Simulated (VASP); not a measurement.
Input of the run:

POSCAR:
```
Al3GaN4
1.0
   -3.1477395300      0.0000000000      0.0000000000
    0.0000000000      5.4520447800      0.0000000000
    1.5738697600     -2.7260223900     -5.0476658700
Ga Al N
1 3 4
Direct
    0.7503564900      0.4170231600      0.5007130000
    0.2503564900      0.9170231600      0.5007130000
    0.0003565100      0.3336898400      0.0007130000
    0.5003565100      0.8336898400      0.0007130000
    0.5596435000      0.2263101600      0.1192870000
    0.0596434900      0.7263101600      0.1192870000
    0.8096435000      0.1429768300      0.6192870000
    0.3096435000      0.6429768400      0.6192870000
```

INCAR.step1:
```
PREC = Accurate
ENCUT = 520
EDIFF = 1E-6
ISMEAR = 0
SIGMA = 0.02
LREAL = F
LASPH = T
NELM = 100
ALGO = Normal
ISIF = 2
LWAVE = F
LCHARG = T
GGA = PS
NBANDS = 31
KPAR = 2
```

KPOINTS.step1:
```
regular mesh
0
Gamma
  8 5 8
```

INCAR.step2:
```
PREC = Accurate
ENCUT = 520
EDIFF = 1E-6
ISMEAR = 0
SIGMA = 0.05
LREAL = F
LASPH = T
NELM = 100
ALGO = Normal
ISIF = 2
LWAVE = F
LCHARG = F
GGA = PS
NBANDS = 31
ICHARG = 11
KPAR = 2
```

KPOINTS.step2:
```
path GXLTWRX1ZGYSW,L1Y,Y1Z
15
line-mode
reciprocal
 0.0000000000  0.0000000000  0.0000000000  G
 0.5486100863  0.0000000000 -0.2743050432  X

 0.5486100863  0.0000000000 -0.2743050432  X
 0.5486100863 -0.3541697426 -0.0972201718  L

 0.5486100863 -0.3541697426 -0.0972201718  L
 0.5000000000 -0.5000000000  0.0000000000  T

 0.5000000000 -0.5000000000  0.0000000000  T
 0.5000000000 -0.5000000000 -0.2500000000  W

 0.5000000000 -0.5000000000 -0.2500000000  W
 0.5000000000  0.0000000000 -0.5000000000  R

 0.5000000000  0.0000000000 -0.5000000000  R
 0.4513899137  0.0000000000 -0.7256949568  X1

 0.4513899137  0.0000000000 -0.7256949568  X1
 0.0000000000  0.0000000000 -0.5000000000  Z

 0.0000000000  0.0000000000 -0.5000000000  Z
 0.0000000000  0.0000000000  0.0000000000  G

 0.0000000000  0.0000000000  0.0000000000  G
 0.0000000000 -0.6458302574  0.3229151287  Y

 0.0000000000 -0.6458302574  0.3229151287  Y
 0.0000000000 -0.5000000000  0.0000000000  S

 0.0000000000 -0.5000000000  0.0000000000  S
 0.5000000000 -0.5000000000 -0.2500000000  W

 0.4513899137 -0.6458302574  0.0972201718  L1
 0.0000000000 -0.6458302574  0.3229151287  Y

 0.0000000000 -0.3541697426 -0.3229151287  Y1
 0.0000000000  0.0000000000 -0.5000000000  Z
```

System: Al3GaN4, space group Cm (No. 8), 8 atoms in the primitive cell.

VASP 6.6.1; PBEsol, VASP PAW PBE potentials, release 64 (Ga_d, Al, N), no spin polarisation, no spin-orbit coupling, 8×5×8 k mesh, 520 eV cutoff, Gaussian smearing of 0.02 eV.

What does the calculation give for the electronic structure? The path is Γ–X–L–T–W–R–X1–Z–Γ–Y–S–W|L1–Y|Y1–Z.

The bands leave a gap. The gap along this path is 3.33 eV and direct: both edges lie at Γ. The top valence level at Γ is a single band, not degenerate (spin aside). The next level lies only 0.14 eV lower. The direct gaps are 3.33 eV at Γ, 6.16 eV at Y and 5.48 eV at T.

The PAW data sets were made with another functional. LDA, GGA and most meta-GGA functionals understate gaps. The cell was built from a pattern and not relaxed, so its bond lengths can be off. In reduced coordinates of the cell that was run, X is (0.549, 0, −0.274), L is (0.549, −0.354, −0.097), T is (0.5, −0.5, 0), W is (0.5, −0.5, −0.25), R is (0.5, 0, −0.5), X1 is (0.451, 0, −0.726), Z is (0, 0, −0.5), Y is (0, −0.646, 0.323), S is (0, −0.5, 0), L1 is (0.451, −0.646, 0.097) and Y1 is (0, −0.354, −0.323).

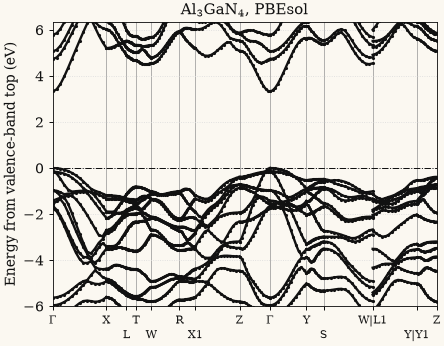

Band structure. Energies are counted from the top of the valence band.
